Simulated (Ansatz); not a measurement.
Consider Ti5Al15H (cell with a defect).

Input file:

```
crystal:
  lattice:
    - [-5.768020288, -1.9226734293, 4.3114047964]
    - [-1.9226734293, 5.768020288, -4.3114047964]
    - [1.9226734293, -5.768020288, -4.3114047964]
  atoms:
    - { symbol: Ti, position: [0.8, 0.2, 0.6] }
    - { symbol: Ti, position: [0.4, 0.6, 0.8] }
    - { symbol: Ti, position: [0.6, 0.4, 0.2] }
    - { symbol: Ti, position: [0.2, 0.8, 0.4] }
    - { symbol: Ti, position: [1.0, 1.0, 1.0] }
    - { symbol: Al, position: [0.4, 0.1, 0.3] }
    - { symbol: Al, position: [0.0, 0.5, 0.5] }
    - { symbol: Al, position: [0.2, 0.3, 0.9] }
    - { symbol: Al, position: [0.8, 0.7, 0.1] }
    - { symbol: Al, position: [0.6, 0.9, 0.7] }
    - { symbol: Al, position: [0.7, 0.05, 0.15] }
    - { symbol: Al, position: [0.3, 0.45, 0.35] }
    - { symbol: Al, position: [0.5, 0.25, 0.75] }
    - { symbol: Al, position: [0.1, 0.65, 0.95] }
    - { symbol: Al, position: [0.9, 0.85, 0.55] }
    - { symbol: Al, position: [0.5, 0.75, 0.25] }
    - { symbol: Al, position: [0.1, 0.15, 0.45] }
    - { symbol: Al, position: [0.3, 0.95, 0.85] }
    - { symbol: Al, position: [0.9, 0.35, 0.05] }
    - { symbol: Al, position: [0.7, 0.55, 0.65] }
    - { symbol: H, position: [0.7127492039, 0.7872333863, 0.9104155259] }
basis:
  ecutwfc: 420
  xc_grid: 2
kpoints:
  mp_grid: { grid: [4, 4, 4], shift: [0.5, 0.5, 0.5] }
hamiltonian:
  xc: pbe
scf:
  occupations: { method: gaussian, width: 0.1 }
output:
  forces: true
  stress: false
  eigenvalues: true
  write_density: true
  write_potential: true
  elf: true
  volumetric_format: npy
relax:
  adjacent_minimum: "off"
  f_tol: 0.02
  max_steps: 60
```

Launched as:

```sh
ansatz run input.yaml --threads 4 --pin off --max-ram 10240MiB --backend cpu --events-out ev --progress --plain --runs-dir out
```

The fields are those of the relaxed geometry.

Computed without spin polarisation.

Method: DFT PBE, scalar-relativistic, plane waves, PAW in Ansatz.

Q: What can the converged valence pseudo-density and electron localisation function tell about the bonding?

A: Al–H (1.88 Å): ρ at the midpoint is about 0.27 e/Å³; the ELF climbs to about 1 towards the hydrogen.
Ti–H (1.93 Å): ρ at the midpoint is about 0.41 e/Å³; the ELF climbs to about 1 towards the hydrogen.
Ti–Al (2.67 Å): the density is about 0.24 e/Å³ at the midpoint; the ELF is about 0.35 at the midpoint.

Q: Metal or insulator at this level of theory?

A: It is metallic or semimetallic at this level of theory: no gap opens.

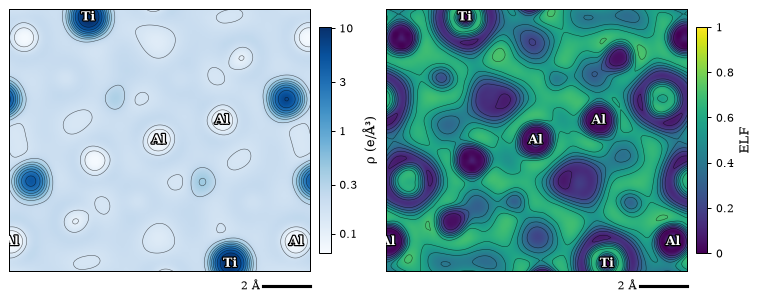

Computed valence pseudo-density and electron localisation function on the (111) plane of the calculation cell, in this order. Atoms just off the plane (Ti, 0.4 Å away and Al, 0.3 Å away) can leave unmarked features too.
